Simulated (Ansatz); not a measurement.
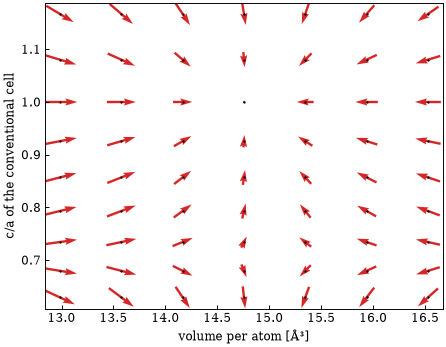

Pt (Fm-3m, No. 225; 1 atom in the cell). The energy is mapped over volume and the cell's shape. The first coordinate is: volume per atom; the second: c/a of the conventional cell. Nothing is relaxed (symmetry fixes all fractional coordinates). The scan uses a 7 × 9 grid. Points are written as (first, second). All numbers below come from DFT LDA, scalar-relativistic, plane waves, PAW in Ansatz 0.2.0. Settings: cutoff 420 eV, k-mesh 22×22×22, gaussian smearing 0.15 eV, no spin polarisation.

Drawn: dots at the grid points, arrows along the force (downhill), their lengths compressed.

Question: The arrows alone are given. Where is the energy lowest?

Answer: The arrows converge at (14.76 Å³, 1.000) [fcc] (read from the interpolated surface).

The energy map of the same scan:

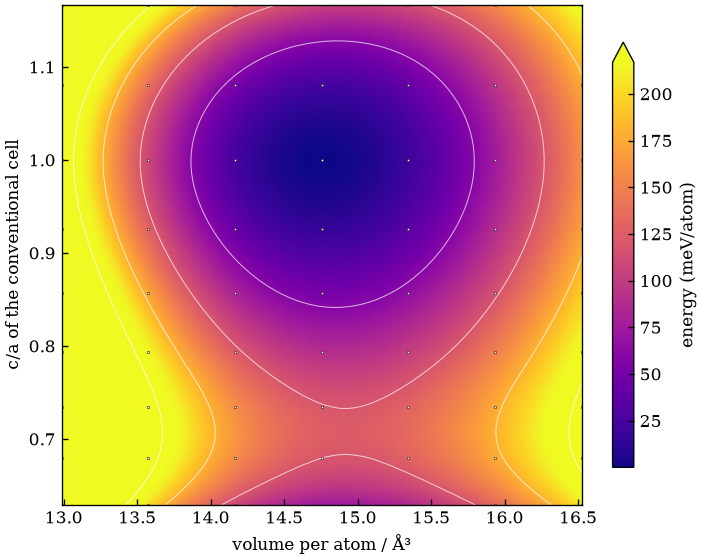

Energies are in meV/atom, from the lowest grid point; between grid points the surface is interpolated.

PAW datasets: the set soft_1.
